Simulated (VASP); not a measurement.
# Geometry relaxation, with input and output: NaF

- system: NaF (Pm-3m, 2 atoms in the cell)
- method: DFT, plane waves, PAW, settings varied from a PBE run (VASP 6.6.1)

The structure was built on a prototype by a generator.

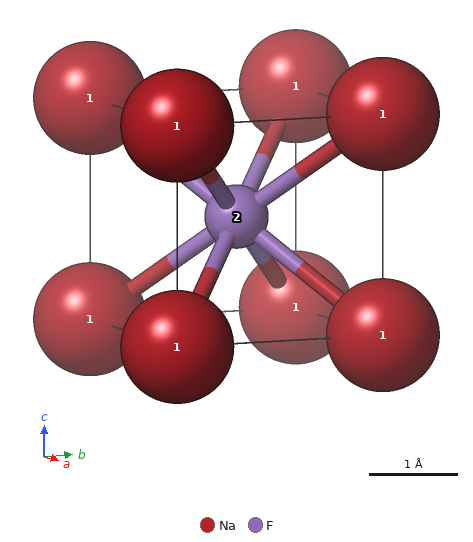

*The structure as given in the input (ball-and-stick view of the cell of the calculation, seen slightly off an axis; atoms are numbered from 1 in the order of the input). An atom can appear more than once, as a periodic image.*

Near neighbours in the periodic cell (some may lie outside the picture): Na has 8 F at 2.21 Å; F has 8 Na at 2.21 Å.

**Key numbers**

```tsv
quantity	value
outcome	converged
space group (tolerance 0.01 Å)	Pm-3m (221)
electrons treated	14
free energy	−8.1816 eV
Fermi energy	−0.800 eV
pressure	0.06 GPa
final volume	22.73 Å³
largest force (length of the vector) at the end	under 0.001 eV/Å
final cell	a = 2.833 Å, b = 2.833 Å, c = 2.833 Å, α = 90.00°, β = 90.00°, γ = 90.00°
hardware	1 CPU thread, shared host
wall time	40 s
peak memory	0.14 GiB
```

**Notes**

Settings chosen away from the usual ones: GGA = AM; METAGGA = null; ALGO = Conjugate; ISMEAR = -4; SIGMA = 0.5; NELM = 82. The volume changed by more than 5 % on the plane waves of the start, so the result carries a basis error; a second relaxation from the end is advised.

**INCAR**
```
ENCUT = 600.000000
EDIFF = 1.00e-07
EDIFFG = -5.00e-03
PREC = Accurate
IBRION = 2
ISIF = 3
NBANDS = 14
NSW = 40
LASPH = .TRUE.
LCHARG = .FALSE.
LWAVE = .FALSE.
LREAL = .FALSE.
GGA = AM
ALGO = Conjugate
ISMEAR = -4
SIGMA = 0.5
NELM = 82
```

**KPOINTS**
```
KPOINTS created by Atomic Simulation Environment
0
Gamma
10 10 10
0 0 0
```

**POSCAR**
```
Na F
 1.0000000000000000
     2.5515591002000000    0.0000000000000000    0.0000000000000000
     0.0000000000000000    2.5515591002000000    0.0000000000000000
     0.0000000000000000    0.0000000000000000    2.5515591002000000
 Na  F
   1   1
Cartesian
  0.0000000000000000  0.0000000000000000  0.0000000000000000
  1.2757795501000000  1.2757795501000000  1.2757795501000000
```

Launched with:
```bash
mpirun -np 1 vasp_std
```

**OSZICAR**
```
N       E                     dE             d eps       ncg     rms           ort
DAV:   1     0.108313290660E+03    0.10831E+03   -0.91485E+03   784   0.174E+03
DAV:   2    -0.392749847979E+01   -0.11224E+03   -0.10594E+03   784   0.376E+02
DAV:   3    -0.846653554473E+01   -0.45390E+01   -0.45320E+01   784   0.669E+01
DAV:   4    -0.849381094645E+01   -0.27275E-01   -0.27274E-01   784   0.541E+00
DAV:   5    -0.849399395086E+01   -0.18300E-03   -0.18300E-03   784   0.443E-01
SDA:   6    -0.657201631227E+01    0.19220E+01   -0.18300E-03   784   0.374E+01   0.000E+00
CGA:   7    -0.757889821465E+01   -0.10069E+01   -0.10131E+01   784   0.251E+00  -0.633E-01
CGA:   8    -0.766479584668E+01   -0.85898E-01   -0.86010E-01   784   0.714E-01  -0.928E-03
CGA:   9    -0.768542885151E+01   -0.20633E-01   -0.20614E-01   784   0.924E-02   0.222E-03
CGA:  10    -0.768822296742E+01   -0.27941E-02   -0.27937E-02   784   0.664E-03   0.509E-05
CGA:  11    -0.768843167143E+01   -0.20870E-03   -0.20853E-03   784   0.556E-04   0.201E-05
CGA:  12    -0.768844921098E+01   -0.17540E-04   -0.17423E-04   784   0.836E-05   0.165E-05
CGA:  13    -0.768845236790E+01   -0.31569E-05   -0.32174E-05   784   0.148E-05  -0.515E-06
CGA:  14    -0.768845290832E+01   -0.54042E-06   -0.53565E-06   784   0.186E-06   0.289E-07
CGA:  15    -0.768845298965E+01   -0.81335E-07   -0.83885E-07   784   0.284E-07  -0.174E-07
   1 F= -.76884530E+01 E0= -.76884530E+01  d E =-.768845E+01
       N       E                     dE             d eps       ncg     rms           ort
SDA:   1    -0.821304167728E-01    0.76063E+01    0.00000E+00   784   0.465E+02   0.000E+00
CGA:   2    -0.574606722587E+01   -0.56639E+01   -0.61706E+01   784   0.423E+01  -0.264E+01
CGA:   3    -0.777879897588E+01   -0.20327E+01   -0.20083E+01   784   0.126E+01   0.111E+00
CGA:   4    -0.812933539540E+01   -0.35054E+00   -0.34697E+00   784   0.654E-01  -0.217E-01
CGA:   5    -0.815431817465E+01   -0.24983E-01   -0.24964E-01   784   0.143E-01   0.139E-03
CGA:   6    -0.815862929912E+01   -0.43111E-02   -0.43106E-02   784   0.196E-02   0.213E-05
CGA:   7    -0.815929492846E+01   -0.66563E-03   -0.66478E-03   784   0.381E-03   0.317E-04
CGA:   8    -0.815944938361E+01   -0.15446E-03   -0.15369E-03   784   0.314E-04   0.664E-05
CGA:   9    -0.815946072582E+01   -0.11342E-04   -0.11332E-04   784   0.491E-05   0.127E-06
CGA:  10    -0.815946214745E+01   -0.14216E-05   -0.14457E-05   784   0.767E-06   0.631E-06
CGA:  11    -0.815946248671E+01   -0.33926E-06   -0.32927E-06   784   0.186E-06   0.144E-06
SDA:  12    -0.815946259634E+01   -0.10963E-06   -0.11511E-06   784   0.920E-07  -0.490E-07
SDA:  13    -0.815946260525E+01   -0.89024E-08   -0.15225E-07   784   0.150E-07   0.340E-07
   2 F= -.81594626E+01 E0= -.81594626E+01  d E =-.471010E+00
       N       E                     dE             d eps       ncg     rms           ort
SDA:   1    -0.782348201743E+01    0.33598E+00    0.00000E+00   784   0.143E+01   0.000E+00
CGA:   2    -0.805666570616E+01   -0.23318E+00   -0.23498E+00   784   0.213E+00  -0.338E-02
CGA:   3    -0.817172536348E+01   -0.11506E+00   -0.11601E+00   784   0.282E-01  -0.401E-02
CGA:   4    -0.817834385589E+01   -0.66185E-02   -0.66162E-02   784   0.315E-02  -0.202E-05
CGA:   5    -0.817944853268E+01   -0.11047E-02   -0.11043E-02   784   0.896E-03   0.996E-05
CGA:   6    -0.817971744829E+01   -0.26892E-03   -0.26882E-03   784   0.120E-03  -0.401E-05
CGA:   7    -0.817976288979E+01   -0.45442E-04   -0.45494E-04   784   0.182E-04  -0.853E-06
CGA:   8    -0.817976903892E+01   -0.61491E-05   -0.61486E-05   784   0.234E-05   0.137E-07
CGA:   9    -0.817976983351E+01   -0.79459E-06   -0.79641E-06   784   0.364E-06  -0.127E-06
CGA:  10    -0.817976992076E+01   -0.87249E-07   -0.91819E-07   784   0.594E-07   0.762E-07
   3 F= -.81797699E+01 E0= -.81797699E+01  d E =-.491317E+00
       N       E                     dE             d eps       ncg     rms           ort
SDA:   1    -0.812464515057E+01    0.55125E-01    0.00000E+00   784   0.217E+00   0.000E+00
CGA:   2    -0.816176987842E+01   -0.37125E-01   -0.37245E-01   784   0.358E-01   0.197E-04
CGA:   3    -0.818044387393E+01   -0.18674E-01   -0.18716E-01   784   0.400E-02  -0.228E-03
CGA:   4    -0.818143254247E+01   -0.98867E-03   -0.98830E-03   784   0.473E-03  -0.429E-05
CGA:   5    -0.818159723194E+01   -0.16469E-03   -0.16457E-03   784   0.131E-03   0.395E-05
CGA:   6    -0.818163726289E+01   -0.40031E-04   -0.39997E-04   784   0.196E-04  -0.174E-05
CGA:   7    -0.818164464713E+01   -0.73842E-05   -0.74108E-05   784   0.256E-05  -0.421E-06
CGA:   8    -0.818164554556E+01   -0.89844E-06   -0.89913E-06   784   0.307E-06  -0.230E-07
CGA:   9    -0.818164565491E+01   -0.10934E-06   -0.11035E-06   784   0.492E-07  -0.291E-07
SDA:  10    -0.818164566134E+01   -0.64324E-08   -0.88293E-08   784   0.123E-07   0.178E-07
   4 F= -.81816457E+01 E0= -.81816457E+01  d E =-.493193E+00
```

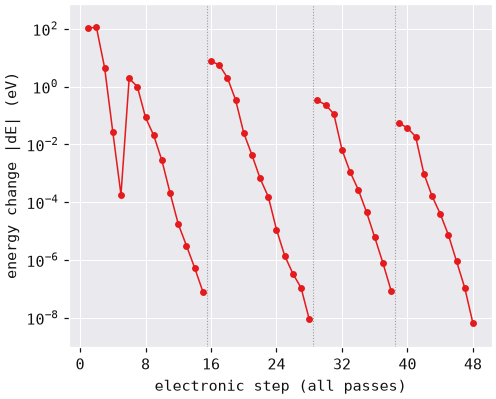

*Convergence of the self-consistent field: energy change |dE| against the electronic step. Each stretch between dotted lines is the SCF of one geometry step of a relaxation.*

The 4 ionic steps take 10 to 15 electronic steps each. The density is held fixed in the first few steps, and dE rises again when its update begins.

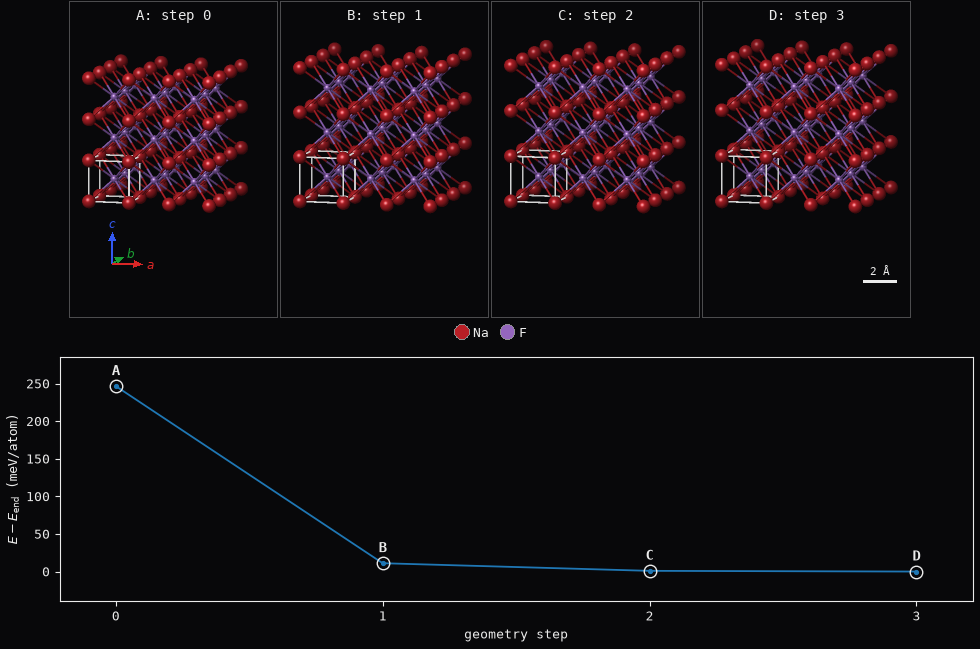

*Frames of the relaxation (ball-and-stick view of the cell of the calculation, repeated 3 × 3 × 3, seen slightly off an axis) above the curves, on which the letters mark them (steps are counted from 0).*

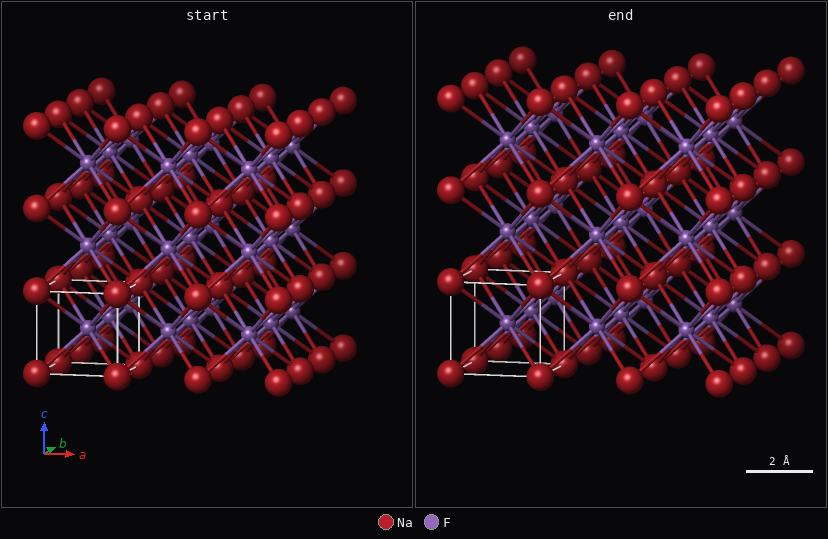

*Before (left) and after (right) the relaxation, at one scale (ball-and-stick view of the cell of the calculation, repeated 3 × 3 × 3, seen slightly off an axis).*

No atom moves by more than 0.005 Å relative to the cell. Cell: a = b = c 2.552 → 2.833 Å (+11.0 %). Volume +36.9 %. Among the contacts that change: Na1–F2 2.210 → 2.453 Å. The space group stays Pm-3m (No. 221). The energy falls by 247 meV per atom in 3 geometry steps. All forces vanish by symmetry, so only the cell relaxes. (Atoms are counted from 1 in the order of the input.)

**Parts of OUTCAR**
```
k-points           NKPTS =     56   k-points in BZ     NKDIM =     56   number of bands    NBANDS=     14

   NELECT =      14.0000    total number of electrons

   dimension x,y,z NGX =    20 NGY =   20 NGZ =   20
   dimension x,y,z NGXF=    40 NGYF=   40 NGZF=   40

  energy-cutoff  :      600.00
  volume of cell :       22.73
      direct lattice vectors                 reciprocal lattice vectors
     2.832869184 -0.000000000 -0.000000000     0.352999004  0.000000000  0.000000000
    -0.000000000  2.832869184 -0.000000000     0.000000000  0.352999004 -0.000000000
    -0.000000000  0.000000000  2.832869184     0.000000000  0.000000000  0.352999004

 k-points in reciprocal lattice and weights: KPOINTS created by Atomic Simulation Env
   0.00000000  0.00000000  0.00000000       0.001
   0.10000000  0.00000000  0.00000000       0.006
   0.20000000  0.00000000  0.00000000       0.006
   0.30000000  0.00000000  0.00000000       0.006
   0.40000000  0.00000000  0.00000000       0.006
   0.50000000  0.00000000  0.00000000       0.003
   0.10000000  0.10000000  0.00000000       0.012
   0.20000000  0.10000000  0.00000000       0.024
   0.30000000  0.10000000  0.00000000       0.024
   0.40000000  0.10000000  0.00000000       0.024
   0.50000000  0.10000000  0.00000000       0.012
   0.20000000  0.20000000  0.00000000       0.012
   0.30000000  0.20000000  0.00000000       0.024
   0.40000000  0.20000000  0.00000000       0.024
   0.50000000  0.20000000  0.00000000       0.012
   0.30000000  0.30000000  0.00000000       0.012
   0.40000000  0.30000000  0.00000000       0.024
   0.50000000  0.30000000  0.00000000       0.012
   0.40000000  0.40000000  0.00000000       0.012
   0.50000000  0.40000000  0.00000000       0.012
   0.50000000  0.50000000  0.00000000       0.003
   0.10000000  0.10000000  0.10000000       0.008
   0.20000000  0.10000000  0.10000000       0.024
   0.30000000  0.10000000  0.10000000       0.024
   0.40000000  0.10000000  0.10000000       0.024
   0.50000000  0.10000000  0.10000000       0.012
   0.20000000  0.20000000  0.10000000       0.024
   0.30000000  0.20000000  0.10000000       0.048
   0.40000000  0.20000000  0.10000000       0.048
   0.50000000  0.20000000  0.10000000       0.024
   0.30000000  0.30000000  0.10000000       0.024
   0.40000000  0.30000000  0.10000000       0.048
   0.50000000  0.30000000  0.10000000       0.024
   0.40000000  0.40000000  0.10000000       0.024
   0.50000000  0.40000000  0.10000000       0.024
   0.50000000  0.50000000  0.10000000       0.006
   0.20000000  0.20000000  0.20000000       0.008
   0.30000000  0.20000000  0.20000000       0.024
   0.40000000  0.20000000  0.20000000       0.024
   0.50000000  0.20000000  0.20000000       0.012
   0.30000000  0.30000000  0.20000000       0.024
   0.40000000  0.30000000  0.20000000       0.048
   0.50000000  0.30000000  0.20000000       0.024
   0.40000000  0.40000000  0.20000000       0.024
   0.50000000  0.40000000  0.20000000       0.024
   0.50000000  0.50000000  0.20000000       0.006
   0.30000000  0.30000000  0.30000000       0.008
   0.40000000  0.30000000  0.30000000       0.024
   0.50000000  0.30000000  0.30000000       0.012
   0.40000000  0.40000000  0.30000000       0.024
   0.50000000  0.40000000  0.30000000       0.024
   0.50000000  0.50000000  0.30000000       0.006
   0.40000000  0.40000000  0.40000000       0.008
   0.50000000  0.40000000  0.40000000       0.012
   0.50000000  0.50000000  0.40000000       0.006
   0.50000000  0.50000000  0.50000000       0.001

 E-fermi :  -0.8002

 k-point     1 :       0.0000    0.0000    0.0000
  band No.  band energies     occupation
      1     -20.8396      2.00000
      2     -20.8396      2.00000
      3     -20.8396      2.00000
      4     -20.4362      2.00000
      5      -1.1728      2.00000
      6      -1.1728      2.00000
      7      -1.1728      2.00000
      8       5.0484      0.00000
      9      14.7134      0.00000
     10      14.7134      0.00000
     11      22.5131      0.00000
     12      22.5131      0.00000
     13      22.5131      0.00000
     14      29.8880      0.00000

 k-point     2 :       0.1000    0.0000    0.0000
  band No.  band energies     occupation
      1     -20.9566      2.00000
      2     -20.8371      2.00000
      3     -20.8371      2.00000
      4     -20.3144      2.00000
      5      -1.4426      2.00000
      6      -1.1615      2.00000
      7      -1.1615      2.00000
      8       5.3821      0.00000
      9      14.5382      0.00000
     10      14.8984      0.00000
     11      22.4820      0.00000
     12      22.4820      0.00000
     13      22.8105      0.00000
     14      28.8331      0.00000

 k-point     3 :       0.2000    0.0000    0.0000
  band No.  band energies     occupation
      1     -21.1481      2.00000
      2     -20.8304      2.00000
      3     -20.8304      2.00000
      4     -20.1029      2.00000
      5      -2.0664      2.00000
      6      -1.1306      2.00000
      7      -1.1306      2.00000
      8       6.2384      0.00000
      9      13.9538      0.00000
     10      15.4528      0.00000
     11      22.4082      0.00000
     12      22.4082      0.00000
     13      23.8172      0.00000
     14      26.6723      0.00000

 k-point     4 :       0.3000    0.0000    0.0000
  band No.  band energies     occupation
      1     -21.3160      2.00000
      2     -20.8220      2.00000
      3     -20.8220      2.00000
      4     -19.9071      2.00000
      5      -2.7306      2.00000
      6      -1.0919      2.00000
      7      -1.0919      2.00000
      8       7.3902      0.00000
      9      12.9544      0.00000
     10      16.3727      0.00000
     11      22.3109      0.00000
     12      22.3110      0.00000
     13      23.9046      0.00000
     14      25.8850      0.00000

 k-point     5 :       0.4000    0.0000    0.0000
  band No.  band energies     occupation
      1     -21.4282      2.00000
      2     -20.8152      2.00000
      3     -20.8152      2.00000
      4     -19.7710      2.00000
      5      -3.2116      2.00000
      6      -1.0602      2.00000
      7      -1.0602      2.00000
      8       8.6852      0.00000
      9      11.6938      0.00000
     10      17.6382      0.00000
     11      21.5277      0.00000
     12      22.2235      0.00000
     13      22.2238      0.00000
     14      25.0760      0.00000

 [... the levels of 50 k-points are left out ...]

 k-point    56 :       0.5000    0.5000    0.5000
  band No.  band energies     occupation
      1     -21.0087      2.00000
      2     -21.0087      2.00000
      3     -21.0087      2.00000
      4     -19.7127      2.00000
      5      -2.4212      2.00000
      6      -2.4212      2.00000
      7      -2.4212      2.00000
      8      13.2543      0.00000
      9      13.2543      0.00000
     10      13.2543      0.00000
     11      18.1293      0.00000
     12      18.1293      0.00000
     13      18.1293      0.00000
     14      21.8349      0.00000

  Total        0.0083667      0.0083667      0.0083667     -0.0000000     -0.0000000      0.0000000
  in kB        0.5896355      0.5896355      0.5896355     -0.0000000     -0.0000000      0.0000000
  external PRESSURE =       0.5896355 kB  Pullay stress =       0.0000000 kB

 POSITION                                       TOTAL-FORCE (eV/Angst)
 -----------------------------------------------------------------------------------
      0.00000      0.00000      0.00000         0.000000     -0.000000      0.000000
      1.41643      1.41643      1.41643        -0.000000      0.000000      0.000000
 -----------------------------------------------------------------------------------
    total drift:                                0.000000      0.000000      0.000000

  FREE ENERGIE OF THE ION-ELECTRON SYSTEM (eV)
  ---------------------------------------------------
  free  energy   TOTEN  =        -8.1816456613 eV

  energy  without entropy=       -8.1816456613  energy(sigma->0) =       -8.18164566
```

**CONTCAR**
```
Na F
   1.00000000000000
     2.8328691836036626   -0.0000000000000000   -0.0000000000000000
    -0.0000000000000000    2.8328691836036626   -0.0000000000000000
    -0.0000000000000000    0.0000000000000000    2.8328691836036626
  Na              F
     1     1
Direct
     0.0000000000000000    0.0000000000000000    0.0000000000000000
     0.5000000000000000    0.5000000000000000    0.5000000000000000

  0.00000000E+00  0.00000000E+00  0.00000000E+00
  0.00000000E+00  0.00000000E+00  0.00000000E+00
```

**Trajectory as extended XYZ (Å, eV, eV/Å), 4 frames, from step=None to step=None**
```
2
Lattice="2.5516 0.0000 0.0000 0.0000 2.5516 0.0000 0.0000 0.0000 2.5516" Properties=species:S:1:pos:R:3:forces:R:3 step=None energy=-7.68845
Na    0.0000    0.0000    0.0000    0.0000   0.0000   0.0000
F     1.2758    1.2758    1.2758    0.0000   0.0000   0.0000
2
Lattice="2.7670 -0.0000 -0.0000 -0.0000 2.7670 -0.0000 -0.0000 0.0000 2.7670" Properties=species:S:1:pos:R:3:forces:R:3 step=None energy=-8.15946
Na    0.0000    0.0000    0.0000    0.0000   0.0000   0.0000
F     1.3835    1.3835    1.3835    0.0000   0.0000   0.0000
2
Lattice="2.8140 -0.0000 -0.0000 -0.0000 2.8140 -0.0000 -0.0000 0.0000 2.8140" Properties=species:S:1:pos:R:3:forces:R:3 step=None energy=-8.17977
Na    0.0000    0.0000    0.0000    0.0000   0.0000   0.0000
F     1.4070    1.4070    1.4070    0.0000   0.0000   0.0000
2
Lattice="2.8329 -0.0000 -0.0000 -0.0000 2.8329 -0.0000 -0.0000 0.0000 2.8329" Properties=species:S:1:pos:R:3:forces:R:3 step=None energy=-8.18165
Na    0.0000    0.0000    0.0000    0.0000   0.0000   0.0000
F     1.4164    1.4164    1.4164    0.0000   0.0000   0.0000
```
